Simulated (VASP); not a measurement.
# Geometry relaxation, with input and output: Br (part 2 of 3)

Continued. System: Br (Cmce, 4 atoms in the cell). Method: Kohn-Sham DFT of a periodic cell, PBE, VASP PAW PBE potentials, recommended, no spin polarisation (VASP 6.6.1); cutoff 600 eV, 8×8×4 k-mesh, Gaussian smearing of 0.03 eV. The structure derives from an entry of the Crystallography Open Database.

Geometry of the input (Å; fractional positions):
```
3.3632  -2.3226  0.0000
3.3632  2.3226  0.0000
0.0000  0.0000  8.7023
Br 0.8651  0.1349  0.1099
Br 0.6349  0.3651  0.6099
Br 0.1349  0.8651  0.8901
Br 0.3651  0.6349  0.3901
```

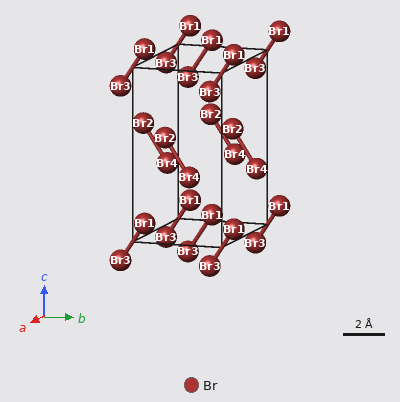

**Figure 1.** The starting structure (ball-and-stick view of the cell 2 times as large as that of the calculation, set on its symmetry axes, seen slightly off an axis; atoms are numbered from 1 in the order of the input). An atom can appear more than once, as a periodic image.

Parts of OUTCAR, continued
```
Analysis of symmetry for dynamics (positions and initial velocities):
=====================================================================
 Subroutine PRICEL returns:
 Original cell was already a primitive cell.

 Routine SETGRP: Setting up the symmetry group for a
 base centered orthorhombic supercell.

 Subroutine GETGRP returns: Found  8 space group operations
 (whereof  4 operations were pure point group operations)
 out of a pool of  8 trial point group operations.

The dynamic configuration has the point symmetry C_2h.
 The point group associated with its full space group is D_2h.

 Subroutine INISYM returns: Found  8 space group operations
 (whereof  4 operations are pure point group operations),
 and found     1 'primitive' translations

----------------------------------------------------------------------------------------

                                     Primitive cell

  volume of cell :     135.9528

  direct lattice vectors                    reciprocal lattice vectors
     3.363250000 -2.322550000  0.000000000     0.148665725 -0.215280618  0.000000000
     3.363250000  2.322550000  0.000000000     0.148665725  0.215280618  0.000000000
     0.000000000  0.000000000  8.702300000     0.000000000  0.000000000  0.114912150

  length of vectors
     4.087259359  4.087259359  8.702300000     0.261624239  0.261624239  0.114912150

  position of ions in fractional coordinates (direct lattice)
     0.865100000  0.134900000  0.109900000
     0.634900000  0.365100000  0.609900000
     0.134900000  0.865100000  0.890100000
     0.365100000  0.634900000  0.390100000

  ion indices of the primitive-cell ions
   primitive index   ion index
                 1           1
                 2           2
                 3           3
                 4           4

----------------------------------------------------------------------------------------

 KPOINTS: regular mesh

Automatic generation of k-mesh.
 Grid dimensions read from file:
 generate k-points for:    8    8    4

 Generating k-lattice:

  Cartesian coordinates                     Fractional coordinates (reciprocal lattice)
     0.018583216 -0.026910077  0.000000000     0.125000000  0.000000000  0.000000000
     0.018583216  0.026910077  0.000000000     0.000000000  0.125000000  0.000000000
     0.000000000  0.000000000  0.028728037     0.000000000  0.000000000  0.250000000

  Length of vectors
     0.032703030  0.032703030  0.028728037

  Shift w.r.t. Gamma in fractional coordinates (k-lattice)
     0.000000000  0.000000000  0.000000000

 Subroutine IBZKPT returns following result:
 ===========================================

 Found     63 irreducible k-points:

 Following reciprocal coordinates:
            Coordinates               Weight
  0.000000  0.000000  0.000000      1.000000
  0.125000 -0.000000  0.000000      4.000000
  0.250000 -0.000000  0.000000      4.000000
  0.375000 -0.000000  0.000000      4.000000
  0.500000 -0.000000  0.000000      2.000000
  0.125000  0.125000  0.000000      2.000000
  0.250000  0.125000  0.000000      4.000000
  0.375000  0.125000  0.000000      4.000000
  0.500000  0.125000  0.000000      4.000000
 -0.375000  0.125000  0.000000      4.000000
 -0.250000  0.125000  0.000000      4.000000
 -0.125000  0.125000  0.000000      2.000000
  0.250000  0.250000  0.000000      2.000000
  0.375000  0.250000  0.000000      4.000000
  0.500000  0.250000  0.000000      4.000000
 -0.375000  0.250000  0.000000      4.000000
 -0.250000  0.250000  0.000000      2.000000
  0.375000  0.375000  0.000000      2.000000
  0.500000  0.375000  0.000000      4.000000
 -0.375000  0.375000  0.000000      2.000000
  0.500000  0.500000  0.000000      1.000000
  0.000000  0.000000  0.250000      2.000000
  0.125000 -0.000000  0.250000      8.000000
  0.250000 -0.000000  0.250000      8.000000
 [... further k-points ...]
   k-points           NKPTS =     63   k-points in BZ     NKDIM =     63   number of bands    NBANDS=     18
   number of dos      NEDOS =    301   number of ions     NIONS =      4
   total plane-waves  NPLWV =  90720
   dimension x,y,z NGX =    36 NGY =   36 NGZ =   70
   dimension x,y,z NGXF=    72 NGYF=   72 NGZF=  140
   ions per type =               4
   NGX,Y,Z   is equivalent  to a cutoff of  14.64, 14.64, 13.37 a.u.
   NGXF,Y,Z  is equivalent  to a cutoff of  29.29, 29.29, 26.75 a.u.
 SYSTEM =  Br
   PREC   = accura    normal or accurate (medium, high low for compatibility)
   ISTART =      0    job   : 0-new  1-cont  2-samecut
   ICHARG =      2    charge: 1-file 2-atom 10-const
   ISPIN  =      1    spin polarized calculation?
   LNONCOLLINEAR =      F non collinear calculations
   LSORBIT =      F    spin-orbit coupling
   LASPH  =      T    aspherical Exc in radial PAW
   ENCUT  =  600.0 eV  44.10 Ry    6.64 a.u.   8.16  8.16 17.38*2*pi/ulx,y,z
   NELM   =     80;   NELMIN=  2; NELMDL= -5     # of ELM steps
   EDIFF  = 0.1E-05   stopping-criterion for ELM
   LREAL  =      F    real-space projection
   EDIFFG = -.1E-01   stopping-criterion for IOM
   NSW    =     90    number of steps for IOM
   IBRION =      2    ionic relax: 0-MD 1-quasi-New 2-CG
   NFREE  =      1    steps in history (QN), initial steepest desc. (CG)
   ISIF   =      3    stress and relaxation
   ISYM   =      2    0-nonsym 1-usesym 2-fastsym
   POTIM  = 0.5000    time-step for ionic-motion
   TEBEG  =    0.0;   TEEND  =   0.0 temperature during run
   PSTRESS=    0.0 pullay stress
   NELECT =      28.0000    total number of electrons
   NUPDOWN=      -1.0000    fix difference up-down
   EMIN   =  10.00;   EMAX   =-10.00  energy-range for DOS
   EFERMI =   0.00;   METHOD = LEGACY
   ISMEAR =     0;   SIGMA  =   0.03  broadening in eV -4-tet -1-fermi 0-gaus
   EFERMI_NEDOS =   21; number of points for ismear=-14 and -15
   IALGO  =     38    algorithm
   IMIX   =      4    mixing-type and parameters
     AMIX     =   0.40;   BMIX     =  1.00
     AMIX_MAG =   1.60;   BMIX_MAG =  1.00
  volume/ion in A,a.u.               =      33.99       229.36
  Fermi-wavevector in a.u.,A,eV,Ry     =   0.966788  1.826965 12.717090  0.934680
  Thomas-Fermi vector in A             =   2.096619
   LORBIT       =      0    0 simple, 1 ext, 2 COOP (PROOUT), +10 PAW based schemes
   GGA     = PE    functional components
   LHFCALC =     F    Hartree Fock is set to
   AEXX    =    0.0000 exact exchange contribution
   IVDW    =     0    specifies the selected vdW correction
   LEPSILON=     F    determine dielectric tensor
   LRPA    =     F    only Hartree local field effects (RPA)
 conjugate gradient relaxation of ions
 non-spin polarized calculation
 Gauss-broadening in eV      SIGMA  =   0.03
  energy-cutoff  :      600.00
  volume of cell :      135.95
 maximum number of plane-waves:      4564
 NGX is ok and might be reduce to    36
   NGX = 17   NGY = 17   NGZ = 35

--------------------------------------- Ionic step        1  -------------------------------------------

 number of electron      28.0000004 magnetization

 Free energy of the ion-electron system (eV)
  ---------------------------------------------------
  ext. energy  EPLUGINS =         0.00000000
  ---------------------------------------------------
  free energy    TOTEN  =        -6.37262118 eV

  energy without entropy =       -6.37262118  energy(sigma->0) =       -6.37262118

------------------------ aborting loop because EDIFF is reached ----------------------------------------

  FORCE on cell =-STRESS in cart. coord.  units (eV):
  Direction    XX          YY          ZZ          XY          YZ          ZX
  --------------------------------------------------------------------------------------
  -------------------------------------------------------------------------------------
  Total        1.0278975      1.0931988      2.5805004      0.0000000      0.0000000      0.0000000
  in kB       12.1135695     12.8831315     30.4106883      0.0000000      0.0000000      0.0000000
  external PRESSURE =      18.4691298 kB  Pullay stress =       0.0000000 kB

 VOLUME and BASIS-vectors are now :
 -----------------------------------------------------------------------------
  energy-cutoff  :      600.00
  volume of cell :      135.95
      direct lattice vectors                 reciprocal lattice vectors
     3.363250000 -2.322550000  0.000000000     0.148665725 -0.215280618  0.000000000
     3.363250000  2.322550000  0.000000000     0.148665725  0.215280618  0.000000000
     0.000000000  0.000000000  8.702300000     0.000000000  0.000000000  0.114912150

 POSITION                                       TOTAL-FORCE (eV/Angst)
 -----------------------------------------------------------------------------------
      3.36325     -1.69593      0.95638         0.000000      0.423339      0.773607
      3.36325     -0.62662      5.30753         0.000000     -0.423339      0.773607
      3.36325      1.69593      7.74592         0.000000     -0.423339     -0.773607
      3.36325      0.62662      3.39477         0.000000      0.423339     -0.773607
 -----------------------------------------------------------------------------------
    total drift:                                0.000000     -0.000000      0.000000

  FREE ENERGIE OF THE ION-ELECTRON SYSTEM (eV)
  ---------------------------------------------------
  free  energy   TOTEN  =        -6.3726211818 eV

  energy  without entropy=       -6.3726211818  energy(sigma->0) =       -6.37262118

--------------------------------------- Ionic step        2  -------------------------------------------

 number of electron      28.0000006 magnetization

------------------------ aborting loop because EDIFF is reached ----------------------------------------

  FORCE on cell =-STRESS in cart. coord.  units (eV):
  Direction    XX          YY          ZZ          XY          YZ          ZX
  --------------------------------------------------------------------------------------
  -------------------------------------------------------------------------------------
  Total        0.9148996     -1.8197176     -3.4909429      0.0000000      0.0000000      0.0000000
  in kB       10.1940303    -20.2757300    -38.8969225      0.0000000      0.0000000      0.0000000
  external PRESSURE =     -16.3262074 kB  Pullay stress =       0.0000000 kB

 VOLUME and BASIS-vectors are now :
 -----------------------------------------------------------------------------
  energy-cutoff  :      600.00
  volume of cell :      143.79
      direct lattice vectors                 reciprocal lattice vectors
     3.404944635 -2.353172130  0.000000000     0.146845266 -0.212479144  0.000000000
     3.404944635  2.353172130  0.000000000     0.146845266  0.212479144  0.000000000
     0.000000000  0.000000000  8.973137745     0.000000000  0.000000000  0.111443737

 POSITION                                       TOTAL-FORCE (eV/Angst)
 -----------------------------------------------------------------------------------
      3.40494     -1.69759      1.02463         0.000000     -0.416370     -0.449577
      3.40494     -0.65558      5.51120         0.000000      0.416370     -0.449577
      3.40494      1.69759      7.94851         0.000000      0.416370      0.449577
      3.40494      0.65558      3.46194         0.000000     -0.416370      0.449577
 -----------------------------------------------------------------------------------
    total drift:                                0.000000      0.000000      0.000000

  FREE ENERGIE OF THE ION-ELECTRON SYSTEM (eV)
  ---------------------------------------------------
  free  energy   TOTEN  =        -6.3666611863 eV

  energy  without entropy=       -6.3666611863  energy(sigma->0) =       -6.36666119

--------------------------------------- Ionic step        3  -------------------------------------------

 number of electron      28.0000001 magnetization

------------------------ aborting loop because EDIFF is reached ----------------------------------------

  FORCE on cell =-STRESS in cart. coord.  units (eV):
  Direction    XX          YY          ZZ          XY          YZ          ZX
  --------------------------------------------------------------------------------------
  -------------------------------------------------------------------------------------
  Total        0.9805678     -0.4442568     -0.6240832      0.0000000      0.0000000      0.0000000
  in kB       11.2576092     -5.1003812     -7.1649146      0.0000000      0.0000000      0.0000000
  external PRESSURE =      -0.3358955 kB  Pullay stress =       0.0000000 kB

 VOLUME and BASIS-vectors are now :
 -----------------------------------------------------------------------------
  energy-cutoff  :      600.00
  volume of cell :      139.55
      direct lattice vectors                 reciprocal lattice vectors
     3.382574487 -2.336742640  0.000000000     0.147816405 -0.213973071  0.000000000
     3.382574487  2.336742640  0.000000000     0.147816405  0.213973071  0.000000000
     0.000000000  0.000000000  8.827826952     0.000000000  0.000000000  0.113278161

 POSITION                                       TOTAL-FORCE (eV/Angst)
 -----------------------------------------------------------------------------------
      3.38257     -1.69662      0.98834         0.000000     -0.048241      0.086874
      3.38257     -0.64012      5.40225         0.000000      0.048241      0.086874
      3.38257      1.69662      7.83949         0.000000      0.048241     -0.086874
      3.38257      0.64012      3.42558         0.000000     -0.048241     -0.086874
 -----------------------------------------------------------------------------------
    total drift:                                0.000000     -0.000000      0.000000

  FREE ENERGIE OF THE ION-ELECTRON SYSTEM (eV)
  ---------------------------------------------------
  free  energy   TOTEN  =        -6.4297544969 eV

  energy  without entropy=       -6.4297544969  energy(sigma->0) =       -6.42975450

[... ionic steps 4 to 10 ...]

--------------------------------------- Ionic step       11  -------------------------------------------

 number of electron      28.0000000 magnetization

------------------------ aborting loop because EDIFF is reached ----------------------------------------

  FORCE on cell =-STRESS in cart. coord.  units (eV):
  Direction    XX          YY          ZZ          XY          YZ          ZX
  --------------------------------------------------------------------------------------
  -------------------------------------------------------------------------------------
  Total        0.0214613     -0.0696971     -0.2345369      0.0000000      0.0000000      0.0000000
  in kB        0.2192448     -0.7120141     -2.3959898      0.0000000      0.0000000      0.0000000
  external PRESSURE =      -0.9629197 kB  Pullay stress =       0.0000000 kB

 VOLUME and BASIS-vectors are now :
 -----------------------------------------------------------------------------
  energy-cutoff  :      600.00
  volume of cell :      156.83
      direct lattice vectors                 reciprocal lattice vectors
     4.218837620 -2.130892731 -0.000000000     0.118516057 -0.234643440  0.000000000
     4.218837620  2.130892731  0.000000000     0.118516057  0.234643440 -0.000000000
     0.000000000  0.000000000  8.722728612     0.000000000 -0.000000000  0.114643026
```
